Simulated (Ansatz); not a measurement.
# AgCl: what the fields show

Input

```
crystal:
  lattice:
    - [3.3504267209, 0.0, 0.0]
    - [0.0, 3.3955880419, 0.0]
    - [0.0, 0.0, 3.3955880419]
  atoms:
    - { symbol: Ag, position: [0.0, 0.0, 0.0] }
    - { symbol: Cl, position: [0.5, 0.5, 0.5] }
kpoints:
  mp_grid: { grid: [6, 6, 6] }
  band_path:
    path:
      - [0.0, 0.0, 0.0]
      - [0.0, 0.5, 0.0]
      - [0.5, 0.5, 0.0]
      - [0.5, 0.5, 0.5]
      - [0.0, 0.0, 0.5]
    npoints: 1
hamiltonian:
  xc: hse06
scf:
  occupations: { method: fixed }
  n_extra_bands: 4
output:
  forces: true
  stress: true
  eigenvalues: true
  write_density: true
  write_potential: true
  elf: true
  volumetric_format: npy
```

Command:

```sh
ansatz run input.yaml --threads 4 --pin off --max-ram 3686MiB --backend cpu --events-out ev --progress --plain --runs-dir out
```

Below, planes, directions and counts refer to the conventional cell (a = 3.40 Å, b = 3.40 Å, c = 3.35 Å, α = 90.00°, β = 90.00°, γ = 90.00°).

Space group P4/mmm; started from the CsCl prototype, which need not be the ambient phase; changed on purpose from its base cell (uniaxial x strain -1.3%); computed pressure about 2 GPa in this cell.

Method: Ansatz 0.2.0, DFT, HSE06, plane waves, PAW.

Core electrons are frozen (PAW), and the valence fields are smoothed inside the atomic spheres.

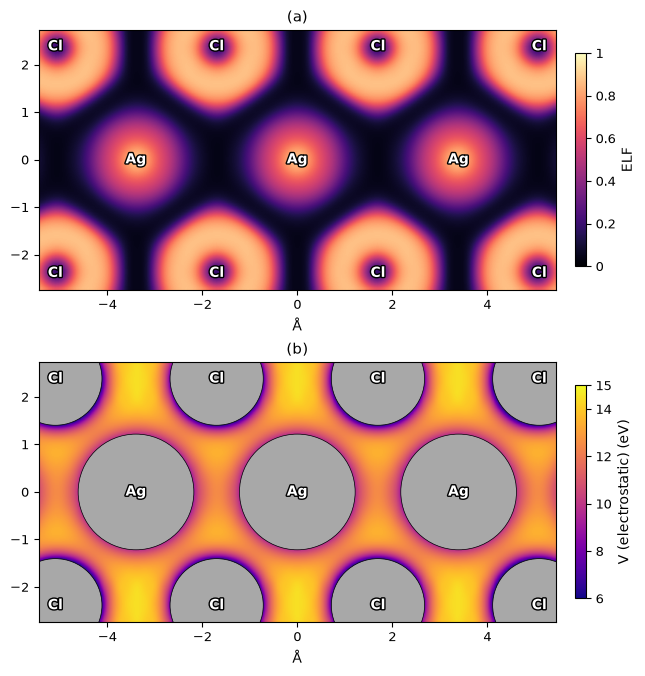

Figure 1. (a) ELF; (b) electrostatic potential (local pseudopotential plus Hartree) felt by an electron on the (101) plane of the conventional cell. Grey discs cover the atomic cores in the potential map.

**What does the map show?**

- The plane passes through Ag and Cl nuclei.
- Ag–Cl (2.93 Å): the ELF peaks at about 0.85 in the valence shell of Cl, 0.8 Å from its nucleus, and drops to about 0.05 between the two atoms; no shared electron pair shows on this line.
- The features right at Ag lie inside the PAW spheres, where the map follows smoothed inner orbitals and isn't to be read closely.
- Outside the cores the potential energy rises away from the atoms and is highest about 1.7 Å from the nearest atoms; its zero is arbitrary.

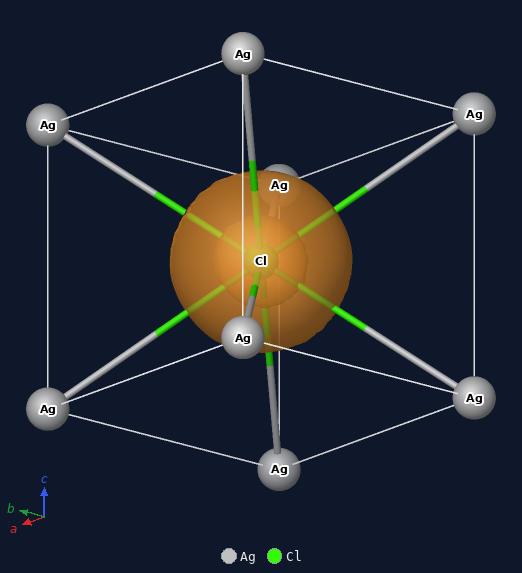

Figure 2. Isosurface of the electron localisation function at 0.8 (orange), seen at an oblique angle. Only the valence region is drawn (cores and ρ < 0.01 e/Å³ removed). Sticks mark near contacts.

**Identify the bonds, lone pairs and shells in this picture.**

The surface consists of one region wrapped around Cl (its valence shell), counted in one cell of 2 atoms. Any copies at cell faces, edges or corners count once.

**Metal or insulator at this level of theory?**

It is gapped, with a Kohn–Sham gap of 2.0 eV on the k-point mesh, an upper bound to the gap of this method.
